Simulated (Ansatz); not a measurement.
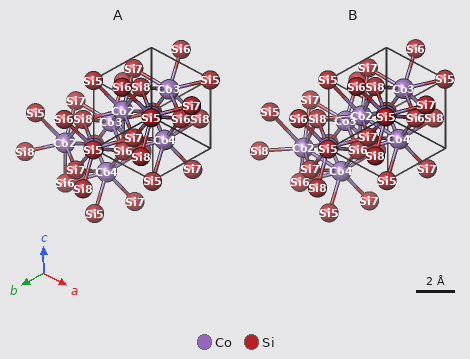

Two geometries of a crystal of CoSi (set up in P1), drawn at one scale. One is the start of a relaxation, the other its converged end. A ball-and-stick model of the cell of the calculation, repeated 1 × 2 × 1 with one cell outlined, seen from a free direction.

Level of theory: DFT PBEsol, scalar-relativistic, plane waves, PAW in Ansatz 0.2.0. Settings: plane-wave cutoff 420 eV; k-point mesh 8 × 8 × 8; occupations gaussian; smearing width 0.15 eV; no spin polarisation; cell and atoms relaxed; force threshold 0.01 eV/Å; at most 80 steps.

Which geometry has the lower energy?

Answer. Structure A is the relaxed one. The energy falls by 1.601 eV per cell of the calculation in 4 accepted moves (5 points after the start). Largest force component: 7.5 eV/Å at the start, 0.0016 eV/Å at the end. The pressure goes from 10.70 to 0.02 GPa. The SCF was repeated once at an unchanged geometry on a basis and grid sized afresh for the cell, which shifted the energy by less than 0.05 meV per cell of the calculation at most. The largest move is that of a Co atom, 0.39 Å along [−3 −1 1]. By element the largest moves are Co 0.39 Å, Si 0.06 Å. The lattice vectors keep their values. Among the contacts that change: Co–Si 2.842 → 2.404 Å, Co–Si 1.937 → 2.297 Å, Co–Co 2.354 → 2.698 Å, Co–Si 1.994 → 2.313 Å. The space group (tolerance 0.01 Å) goes from P1 (No. 1) to P2_13 (No. 198). Cost: 3.9 min on 2 threads of Intel(R) Xeon(R) Platinum 8488C (Sapphire Rapids), with other jobs on the host, peak memory 1.1 GiB.
